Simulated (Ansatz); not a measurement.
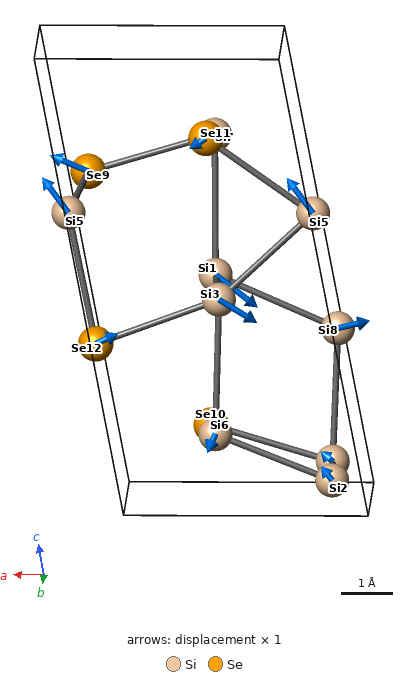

A relaxation of crystalline Si2Se (a generated structure, set up in P1) (coarse preliminary run). The starting structure is drawn; blue arrows show the displacements (the part carried along by the change of the cell is left out), at their true length.

Style: ball-and-stick. Shown: the cell of the calculation, from a free direction.

Theory: DFT PBE, scalar-relativistic, plane waves, PAW (Ansatz).

Input
```yaml
crystal:
  lattice:
    - [4.8534401829, 0.0, 0.0]
    - [0.0038032575, 5.1836510416, 0.0]
    - [1.7732750319, 0.0191758676, 9.1286542339]
  atoms:
    - { symbol: Si, position: [0.4682304793, 0.2508893357, 0.4728071889] }
    - { symbol: Si, position: [0.130992099, 0.7510502215, 0.0596505963] }
    - { symbol: Si, position: [0.4498561419, 0.7492889718, 0.4548316358] }
    - { symbol: Si, position: [0.1385011464, 0.2547889018, 0.0646733834] }
    - { symbol: Si, position: [0.9954257465, 0.7496158068, 0.6444764018] }
    - { symbol: Si, position: [0.5717791648, 0.7488612324, 0.1599112803] }
    - { symbol: Si, position: [0.3597206542, 0.2391724848, 0.7790057059] }
    - { symbol: Si, position: [0.0108503594, 0.2477973756, 0.3561918914] }
    - { symbol: Se, position: [0.9060402218, 0.2502869261, 0.6985641013] }
    - { symbol: Se, position: [0.6064908932, 0.2493487049, 0.1432780073] }
    - { symbol: Se, position: [0.3735640512, 0.7504827476, 0.8084687628] }
    - { symbol: Se, position: [0.9885490424, 0.7584172909, 0.3581410446] }
basis:
  ecutwfc: 420
kpoints:
  mp_grid: { grid: [4, 4, 2] }
hamiltonian:
  xc: pbe
scf:
  occupations: { method: gaussian, width: 0.1 }
  lower_state_search: "off"
output:
  forces: true
  stress: true
  eigenvalues: true
relax:
  adjacent_minimum: "off"
  f_tol: 0.04
  max_steps: 70
  cell: { stress_tol: 0.4 }
```

Launched with:
```bash
ansatz run input.yaml --threads 1 --pin off --max-ram 2560MiB --backend cpu --events-out ev --progress --plain --runs-dir out
```

> What happened in the run?

The atom that moves furthest relative to the cell is Si1 (1.06 Å along [−2 0 −1]). By element the largest moves are Si 1.06 Å, Se 0.84 Å. The volume changes by +0.2 %, with a 4.853 → 5.160 Å (+6.3 %), b 5.184 → 5.334 Å (+2.9 %), c 9.299 → 9.638 Å (+3.6 %), β 79.0° → 60.2°, γ 90.0° → 89.4°. Some distances before and after: Se11–Se12 4.656 → 3.236 Å, Si1–Si7 2.796 → 3.889 Å, Si5–Se12 2.670 → 3.668 Å, Se9–Se10 4.114 → 3.229 Å. Bond angles that change, for instance: Si5–Si3–Se12 157.0° → 93.5°, Si5–Si3–Si6 134.3° → 173.8°, Si8–Si1–Si8 132.6° → 166.0°. The space group stays P1 (No. 1). The energy falls by 118 meV per atom in 16 accepted moves (21 points after the start). The largest force component goes from 0.54 to 0.03 eV/Å. Pressure: 0.33 GPa at the start and −0.23 GPa at the end. The line search rejected the trial steps at points 9, 14, 16 of the run. At 2 points the geometry stayed and the basis and grid were re-selected for the new cell (energy shift of 1.5 meV per atom at most each time).
